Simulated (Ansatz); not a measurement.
InP (space group F-43m, No. 216). Coordinates: coordinates from a relaxation with DFT PBEsol, scalar-relativistic, plane waves, PAW (Ansatz 0.2.0).

```cif
data_structure
_symmetry_space_group_name_H-M 'F-43m'
_symmetry_Int_Tables_number 216
_cell_length_a 5.8785
_cell_length_b 5.8785
_cell_length_c 5.8785
_cell_angle_alpha 90.000
_cell_angle_beta 90.000
_cell_angle_gamma 90.000
_cell_volume 203.14
loop_
_atom_site_label
_atom_site_type_symbol
_atom_site_symmetry_multiplicity
_atom_site_Wyckoff_symbol
_atom_site_fract_x
_atom_site_fract_y
_atom_site_fract_z
_atom_site_occupancy
In1 In 4 a 0.00000 0.00000 0.00000 1
P1 P 4 c 0.25000 0.75000 0.75000 1
```

Describe how the polyhedra about In are linked (bonds: In–P below 2.9 Å).

In: InP4 tetrahedron, sharing corners with twelve neighbours.

They form a three-dimensional framework of corner-sharing tetrahedra.

Centre to centre across a shared corner: 4.16 Å.

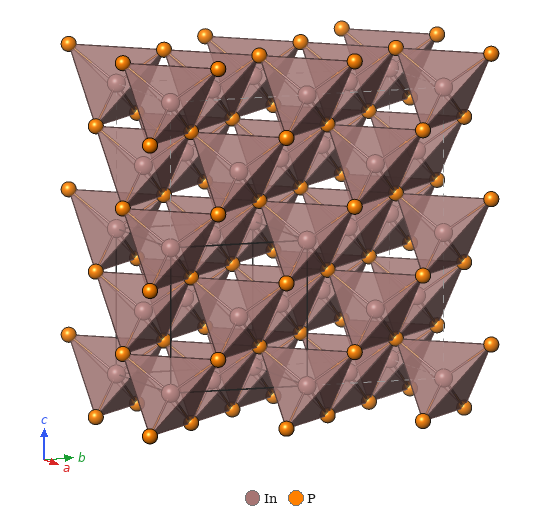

Polyhedra are drawn about In (bonds: In–P below 2.9 Å); other atoms are plain spheres.
